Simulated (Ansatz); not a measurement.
Mg (Im-3m, No. 229): the geometry given to an electronic-structure calculation, possibly off equilibrium; the starting structure was generated, so it need not be a known form of this composition.

```
CELL_PARAMETERS angstrom
3.55767 0.00000 0.00000
0.00000 3.55767 0.00000
0.00000 0.00000 3.55767
ATOMIC_POSITIONS crystal
Mg 0.00000 0.00000 0.00000
Mg 0.50000 0.50000 0.50000
```

Q: What will a projected-potential map along [211] show? Computed as the sum of neutral-atom potentials (tabulated electron scattering factors, B = 0.5 Å²) projected along the beam and smoothed by 0.25 Å; brighter is more positive.

A: The columns repeat on a rectangular net of 1.03 × 2.52 Å (plane group p2mm). All columns are alike (Mg). The shortest distance between visible columns is 1.03 Å in projection. Along the beam the structure repeats every 8.71 Å.

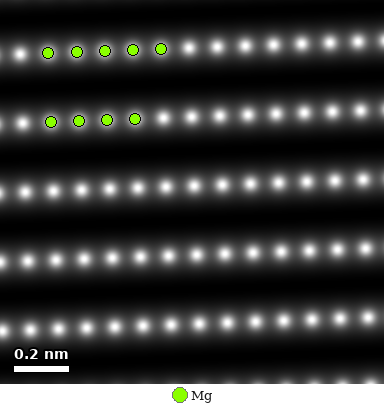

The simulated image, with the columns of the model marked in one corner.

Q: What mean inner potential do neutral atoms give for this crystal?

A: About 11 V (the sum of the forward scattering factors over the cell volume; bonding usually lowers the true value).
